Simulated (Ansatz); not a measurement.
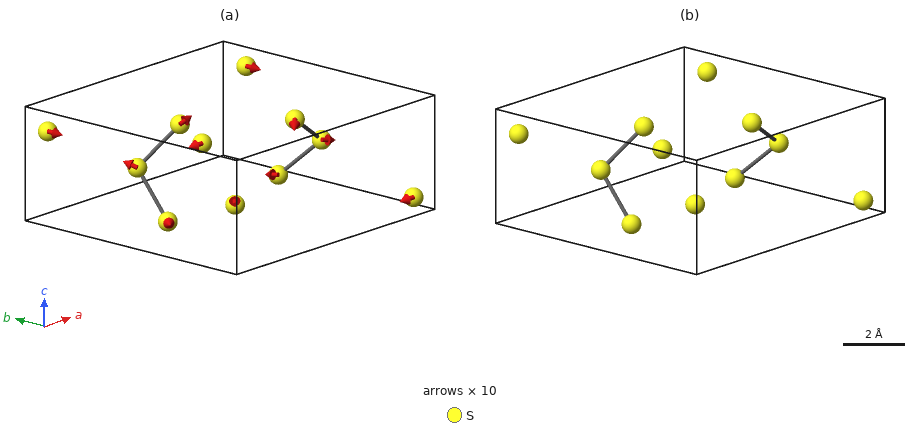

The structure of solid S (set up in P3_221) before (left) and after (right) a relaxation, at one scale. The red arrows give the displacements (the part carried along by the change of the cell is left out), magnified 10 times.

Style: ball-and-stick. Shown: the cell of the calculation, from a free direction.

Method: DFT PBE+D3(BJ), scalar-relativistic, plane waves, PAW; settings changed in Ansatz.

Input
```yaml
crystal:
  lattice:
    - [7.8483716206, 0.0, 0.0]
    - [-3.9241858103, 6.7968892018, 0.0]
    - [0.0, 0.0, 4.37184727]
  atoms:
    - { symbol: S, position: [0.10746981, 0.10746981, 0.5] }
    - { symbol: S, position: [0.44970978, 0.68978987, 0.73359435] }
    - { symbol: S, position: [0.68978987, 0.44970978, 0.26640565] }
    - { symbol: S, position: [0.89253019, 0.0, 0.16666667] }
    - { symbol: S, position: [0.24008009, 0.55029022, 0.06692768] }
    - { symbol: S, position: [0.31021013, 0.75991991, 0.40026102] }
    - { symbol: S, position: [0.55029022, 0.24008009, 0.93307232] }
    - { symbol: S, position: [0.75991991, 0.31021013, 0.59973898] }
    - { symbol: S, position: [0.0, 0.89253019, 0.83333333] }
basis:
  ecutwfc: 420
kpoints:
  mp_grid: { grid: [9, 9, 9] }
hamiltonian:
  xc: pbe
  dispersion: d3bj
scf:
  occupations: { method: gaussian, width: 0.02 }
  eigensolver: { kind: davidson }
output:
  forces: true
  eigenvalues: true
  stress: true
relax:
  adjacent_minimum: "off"
  f_tol: 0.02
  max_steps: 70
  cell: { stress_tol: 0.1 }
```

Run as
```bash
ansatz run input.yaml --threads 2 --pin off --max-ram 5120MiB --backend cpu --events-out ev --progress --plain --runs-dir out
```

**What changed between the two?**

The energy falls by 9.9 meV per atom in 4 accepted moves (5 points after the start). The largest force component goes from 0.36 to 0.0085 eV/Å. Pressure: 0.47 GPa at the start and −0.01 GPa at the end. At 1 point the geometry stayed and the basis and grid were re-selected for the new cell (energy shift of 0.1 meV per atom at most each time). The largest moves relative to the cell, 0.056 Å, are those of S1, S4 and S9. S9 goes along −b. Cell: a = b 7.848 → 7.458 Å (−5.0 %), c 4.372 → 4.380 Å (+0.2 %). Volume −9.5 %. Among the contacts that change: S1–S4 2.063 → 2.083 Å, S2–S5 2.056 → 2.071 Å. The space group stays P3_221 (No. 154). The run took 4.3 min on 2 threads of Arm Neoverse V1 (shared host), peak memory 0.66 GiB.
